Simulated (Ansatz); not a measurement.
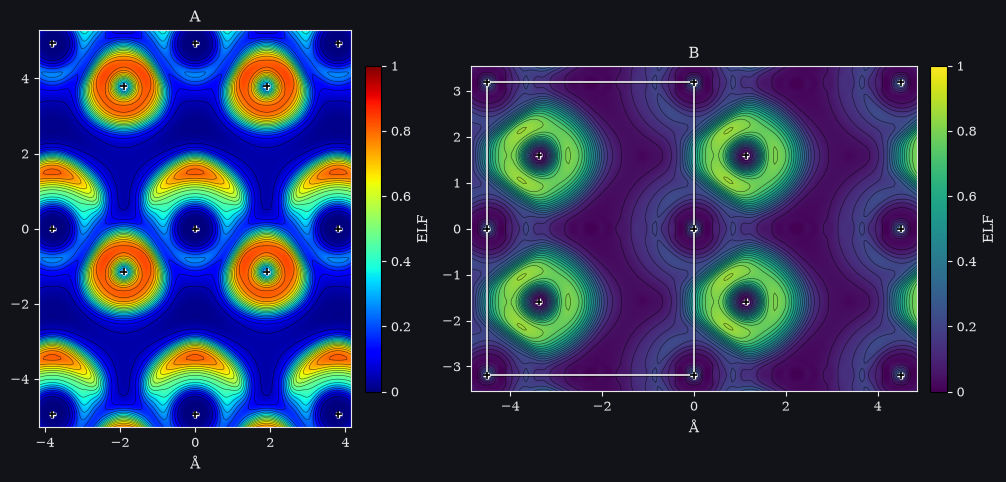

The ELF of 2 systems, each on a plane through atoms (crosses mark nuclei in the plane).

Level of theory: DFT r2SCAN, scalar-relativistic, plane waves, PAW in Ansatz 0.2.0.

System 1: GaN, the (011) plane of the conventional cell. Space group F-43m; a structure from a database of computed crystals, not necessarily the ambient phase.

System 2: SnO, the (010) plane of the calculation cell. Space group P4/nmm; a structure from a database of computed crystals, not necessarily the ambient phase.

```xyz
8
Lattice="2.6924 -2.6924 0.0000 2.6924 2.6924 0.0000 0.0000 0.0000 9.8814" Properties=species:S:1:pos:R:3 pbc="T T T"
Sn    2.6924   -1.3467    8.5582
Sn    2.6924    1.3467    1.3231
Sn    2.6924   -1.3457    3.6176
Sn    2.6924    1.3457    6.2638
O     1.3462    0.0005    2.4703
O     4.0386   -0.0005    7.4110
O     1.3462   -0.0005    7.4110
O     4.0386    0.0005    2.4703
```

**Match each panel to its system.**

Panel A is system 2, SnO: the plane holds Sn and O. Sn–O (2.22 Å): the ELF peaks at about 0.85 in the valence shell of O, 0.6 Å from its nucleus, and is about 0.20 at the midpoint; no localised pair shows between them. Panel B is system 1, GaN: the plane holds Ga and N. Ga–N (1.95 Å): the ELF peaks at about 0.85 in the valence shell of N, 0.7 Å from its nucleus, and is about 0.50 at the midpoint.
